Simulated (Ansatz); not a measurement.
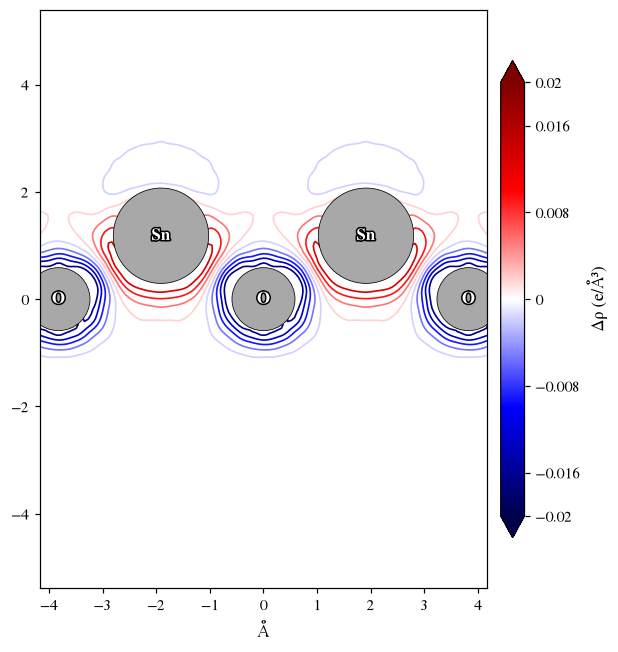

SnO (slab). Difference of the valence pseudo-densities of two functionals at the same geometry, on the (100) plane of the calculation cell, a cut from vacuum to vacuum: PBE less r2SCAN.

Both computed with Ansatz (plane waves, PAW), on the same k-point mesh. Grey discs cover the atomic cores.

```yaml
crystal:
  lattice:
    - [3.82065, 0.00001, 0.00000]
    - [-0.00001, 3.82065, 0.00000]
    - [0.00000, 0.00000, 30.63443]
  atoms:
    - { symbol: Sn, position: [0.99985, 0.99985, 0.46142] }
    - { symbol: O, position: [0.99985, 0.49985, 0.50000] }
    - { symbol: O, position: [0.49985, 0.99985, 0.50000] }
    - { symbol: Sn, position: [0.49985, 0.49985, 0.53858] }
```

> Where does the change of functional move the electrons?

Against r2SCAN, PBE gives less density around O (−0.015 e/Å³ on average at 0.7 Å from the nucleus), more density around Sn (+0.008 e/Å³ on average at 1.0 Å from the nucleus) and a change of +0.007 e/Å³ at the midpoint of Sn–O.
